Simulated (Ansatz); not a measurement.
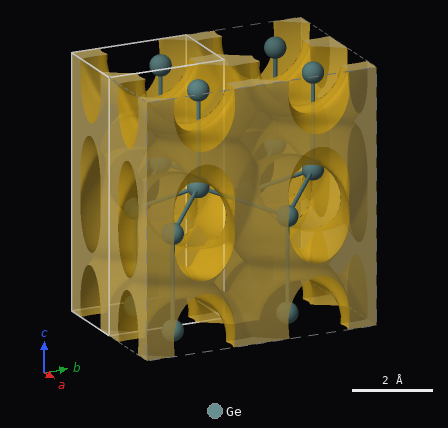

The yellow surface encloses the points that the centre of a probe sphere of radius 0.35 Å can occupy in Ge in space group P6_3/mmc, computed on a grid of about 0.11 Å (2×2×1 cells shown, view slightly off an axis; pale faces close the region where the box cuts it).

Hard-sphere model; touching radii (half the shortest distance): Ge 1.23 Å.

Origin of the cell: the end point of a relaxation with DFT PBEsol, scalar-relativistic, plane waves, PAW (Ansatz).

```xyz
4
Lattice="3.9986 0.0000 0.0000 -1.9993 3.4629 0.0000 0.0000 0.0000 6.5921" Properties=species:S:1:pos:R:3 pbc="T T T"
Ge    1.9993    1.1543    0.4138
Ge    0.0000    2.3086    3.7099
Ge    1.9993    1.1543    2.8822
Ge    0.0000    2.3086    6.1782
```

### Describe the connectivity of the accessible space.

Where they connect, they form a three-dimensional network.

### What share of the cell can the probe's centre reach?

About 38 % of the volume (35 Å³ of 91.3 Å³).

### Give the largest included and the largest free sphere.

The largest sphere that fits anywhere has a diameter of 2.78 Å; the largest that can travel through the crystal, about 2.2 Å.

### How does the connectivity change as the probe shrinks?

Below a radius of about 1.08 Å the space forms one-dimensional channels along [001]. Below a radius of about 0.91 Å the space forms a three-dimensional network. These are grid estimates, good to about 0.05 Å.
